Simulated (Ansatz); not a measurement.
## Electronic structure of MgSe2 in real space

Input

```
crystal:
  lattice:
    - [6.4434168366, 0.0, 0.0]
    - [0.0, 6.4434168366, 0.0]
    - [0.0, 0.0, 6.4434168366]
  atoms:
    - { symbol: Mg, position: [0.5, 0.5, 0.0] }
    - { symbol: Mg, position: [0.5, 0.0, 0.5] }
    - { symbol: Mg, position: [0.0, 0.5, 0.5] }
    - { symbol: Mg, position: [0.0, 0.0, 0.0] }
    - { symbol: Se, position: [0.1064510435, 0.8935489565, 0.3935489565] }
    - { symbol: Se, position: [0.8935489565, 0.3935489565, 0.1064510435] }
    - { symbol: Se, position: [0.3935489565, 0.1064510435, 0.8935489565] }
    - { symbol: Se, position: [0.6064510435, 0.6064510435, 0.6064510435] }
    - { symbol: Se, position: [0.8935489565, 0.1064510435, 0.6064510435] }
    - { symbol: Se, position: [0.1064510435, 0.6064510435, 0.8935489565] }
    - { symbol: Se, position: [0.6064510435, 0.8935489565, 0.1064510435] }
    - { symbol: Se, position: [0.3935489565, 0.3935489565, 0.3935489565] }
kpoints:
  mp_grid: { grid: [4, 4, 4] }
  band_path:
    path:
      - [0.0, 0.0, 0.0]
      - [0.0, 0.5, 0.0]
      - [0.5, 0.5, 0.0]
      - [0.5, 0.5, 0.5]
      - [0.5, 0.0, 0.0]
    npoints: 1
hamiltonian:
  xc: r2scan
  dispersion: rvv10
scf:
  occupations: { method: fermi_dirac, width: 0.03 }
  n_extra_bands: 7
output:
  forces: true
  stress: true
  eigenvalues: true
  write_density: true
  write_potential: true
  elf: true
  volumetric_format: npy
```

Launched as:

```sh
ansatz run input.yaml --threads 4 --pin off --max-ram 4608MiB --backend cpu --events-out ev --progress --plain --runs-dir out
```

Below, planes, directions and counts refer to the conventional cell (a = 6.44 Å, b = 6.44 Å, c = 6.44 Å, α = 90.00°, β = 90.00°, γ = 90.00°).

Space group Pa-3; a structure from a database of computed crystals, not necessarily the ambient phase; started from the database structure prototype, which need not be the ambient phase.

All numbers below come from Ansatz 0.2.0, DFT, r2SCAN+rVV10, plane waves, PAW.

Core electrons are frozen (PAW), and the valence fields are smoothed inside the atomic spheres.

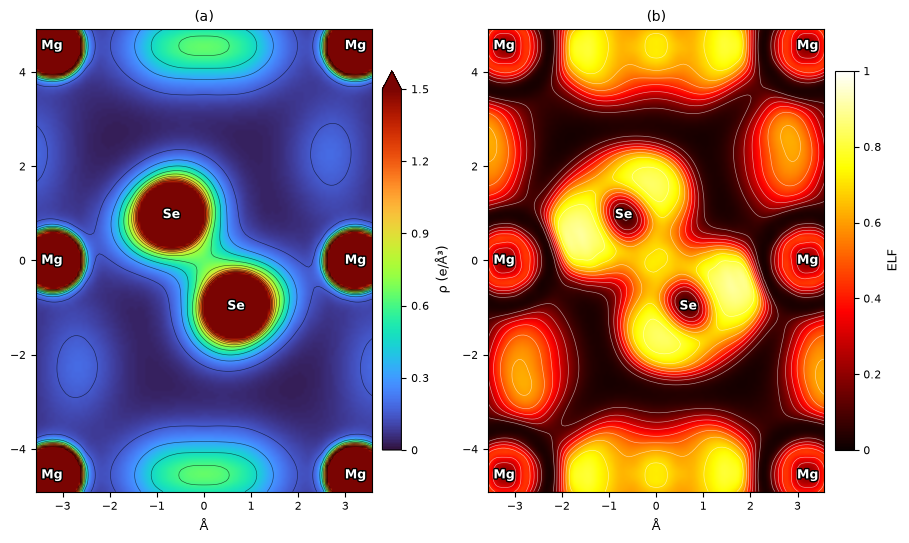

Figure 1. (a) valence electron density; (b) ELF on the (011) plane of the conventional cell.

Q: What does the map show?

A: Atoms in the plane: Mg and Se. Se–Se (2.38 Å): the density is about 0.64 e/Å³ at the midpoint; the ELF peaks at about 0.70 between the atoms. Mg–Se (2.72 Å): ρ at the midpoint is about 0.28 e/Å³; the ELF is about 0.85 at the midpoint (an ionic contact with no shared pair). Between the atoms the lowest density in this plane is 0.03 e/Å³.

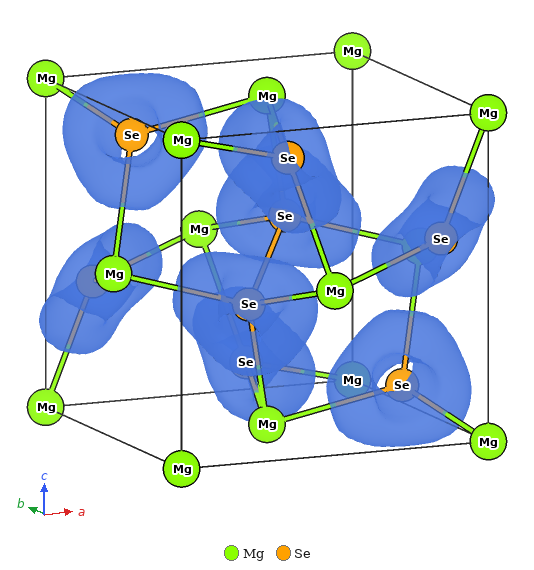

Figure 2. Isosurface of the ELF at 0.75 (blue), seen slightly off an axis. Core shells and regions of very low density are left out. Sticks mark near contacts.

Q: Describe the localisation domains.

A: At this value the surface marks out eight regions wrapped around Se (the valence shell of each), counted in one cell of 12 atoms. Any copies at cell faces, edges or corners count once.

Q: Does the calculation give a band gap?

A: It is gapped, with a Kohn–Sham gap of 2.1 eV on the k-point mesh, an upper bound to the gap of this method.
